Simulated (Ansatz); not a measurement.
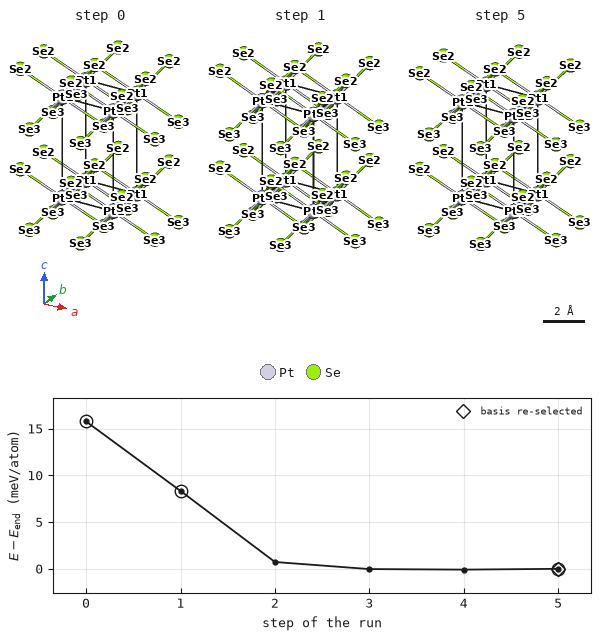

Frames of a relaxation of crystalline PtSe₂ (built on the measured structure type), marked on the history of the run. Style: ball-and-stick. Shown: the cell of the calculation, slightly off an axis.

Method: Ansatz 0.2.0, DFT, PBE-D3(BJ), plane waves, PAW.

Input
```yaml
crystal:
  lattice:
    - [3.724, 0.0, 0.0]
    - [-1.862, 3.2250786037, 0.0]
    - [0.0, 0.0, 5.062]
  atoms:
    - { symbol: Pt, position: [0.0, 0.0, 0.0] }
    - { symbol: Se, position: [0.3333333333, 0.6666666667, 0.25] }
    - { symbol: Se, position: [0.6666666667, 0.3333333333, 0.75] }
kpoints:
  mp_grid: { grid: [12, 12, 4] }
hamiltonian:
  xc: pbe
  dispersion: d3bj
scf:
  occupations: { method: fermi_dirac, width: 0.02 }
relax:
  f_tol: 0.005
  cell: {}
output:
  write_density: true
  write_potential: true
  elf: true
  volumetric_format: npy
```

Command:
```bash
ansatz run input.yaml --threads 2 --pin off --max-ram 2211MiB --backend cpu --events-out ev --progress --plain --runs-dir out
```

Describe the path.

Answer. The energy falls by 15.8 meV per atom in 4 accepted moves (5 points after the start). Largest force component: 0.58 eV/Å at the start, 0.00051 eV/Å at the end. The pressure goes from 3.48 to 0.03 GPa. At 1 point the geometry stayed and the basis and grid were re-selected for the new cell (energy shift of 0.1 meV per atom at most each time). The largest moves relative to the cell, 0.073 Å, are those of Se2 and Se3. Se3 goes along −c. Pt stays in place. The drawn cell changes as follows: a = b 3.724 → 3.771 Å (+1.3 %), c 5.062 → 4.825 Å (−4.7 %); the volume changes by −2.2 %. Among the contacts that change: Pt1–Se2 2.495 → 2.526 Å. The space group stays P-3m1 (No. 164). The run took of the order of 26 core-seconds on a shared host. From step 0 to 1: Se atoms move most (0.12 Å), volume −2.5 %, energy −7.4 meV per atom. From step 1 to 5: Se atoms move most (0.04 Å), volume +0.3 %, energy −8.3 meV per atom.

```
step  E − E(0), meV/atom  largest force component, eV/Å  pressure, GPa  volume, Å³/atom                      note
   0                0.00                         0.5750           3.48           20.265                          
   1               -7.44                         0.4864          -1.29           19.759                          
   2              -15.04                         0.0517          -0.84           20.089                          
   3              -15.80                         0.0059           0.03           19.856                          
   4              -15.86                         0.0006           0.03           19.811                          
   5              -15.77                         0.0005           0.03           19.811  same geometry, new basis
```
